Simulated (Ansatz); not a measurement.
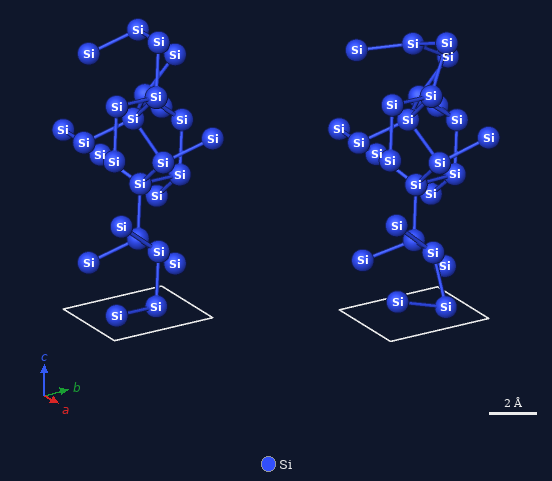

Two geometries of a slab of composition Si (cut from the Ia-3 phase), drawn at one scale. One is the start of a relaxation, the other its converged end. Style: ball-and-stick. Shown: the cell of the calculation, outlined in the plane, without the vacuum (origin shifted), slightly off an axis.

These are results of Ansatz, DFT r2SCAN, scalar-relativistic, plane waves, PAW, not measurements. Settings: plane-wave cutoff 500 eV; k-point mesh 7 × 7 × 1; occupations gaussian; smearing width 0.1 eV; no spin polarisation; dipole correction; atoms relaxed in a fixed cell; force threshold 0.02 eV/Å; at most 60 steps.

Q: Which geometry has the lower energy?

A: The right one is the relaxed one. Case: (1 1 0) slab, atoms relaxed. The slab is the (1 1 0) face of Si. Over 9 geometry steps the energy falls by 1.718 eV per cell of the calculation. The largest force component goes from 1 to 0.0055 eV/Å. The largest moves relative to the layer's centre, 0.75 Å, are those of Si atoms. The cell stays as it was. Some distances before and after: Si–Si 3.583 → 2.712 Å, Si–Si 3.583 → 2.804 Å, Si–Si 2.319 → 2.395 Å, Si–Si 2.394 → 2.469 Å. Bond angles that change, for instance: Si–Si–Si 99.0° → 128.4°, Si–Si–Si 99.0° → 70.9°, Si–Si–Si 117.6° → 100.0°.
